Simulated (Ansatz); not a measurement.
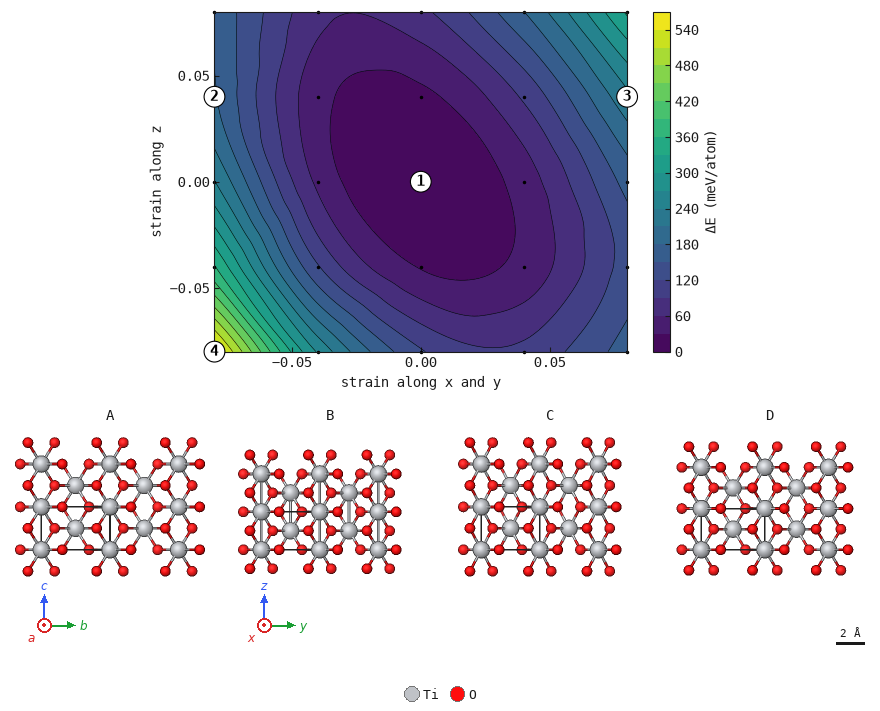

Energy scan for solid TiO₂ (P4_2/mnm), in which the cell is strained equally along x and y and separately along z, with the atoms kept at their fractional coordinates. x, y and z are the Cartesian axes of the input. The map is interpolated between the computed points (dots). The frames are shuffled; each belongs to one numbered point. A ball-and-stick model of the cell of the calculation, repeated 1 × 2 × 2 with one cell outlined, seen along the a axis.

Computed with Ansatz 0.2.0, DFT PBE+U, scalar-relativistic, plane waves, PAW. (plane-wave cutoff 420 eV; k-point mesh 6 × 6 × 10; occupations gaussian; smearing width 0.05 eV; U Ti 4.0 eV; no spin polarisation). Energies (free energies at the smearing named) are counted from the relaxed crystal.

Which frame belongs to which numbered point?

Point 1 is frame D, at (0.000, 0.000) and 0 meV/atom; 2 is frame C, at (−0.080, 0.040) and 184 meV/atom; 3 is frame A, at (0.080, 0.040) and 232 meV/atom; 4 is frame B, at (−0.080, −0.080) and 565 meV/atom. In pairs of (strain along x and y; strain along z): the lowest computed point lies at (0.000, 0.000) (0 meV/atom), the highest at (−0.080, −0.080) (565 meV/atom). The valley is tilted: raising the in-plane strain is made harder by raising the strain along z (cross term 0.47 of the geometric mean of the two curvatures). Over the ranges scanned the energy rises more along the first axis, the in-plane strain. The pressure runs from −31.1 GPa at (0.080, 0.080) to 94.1 GPa at (−0.080, −0.080).
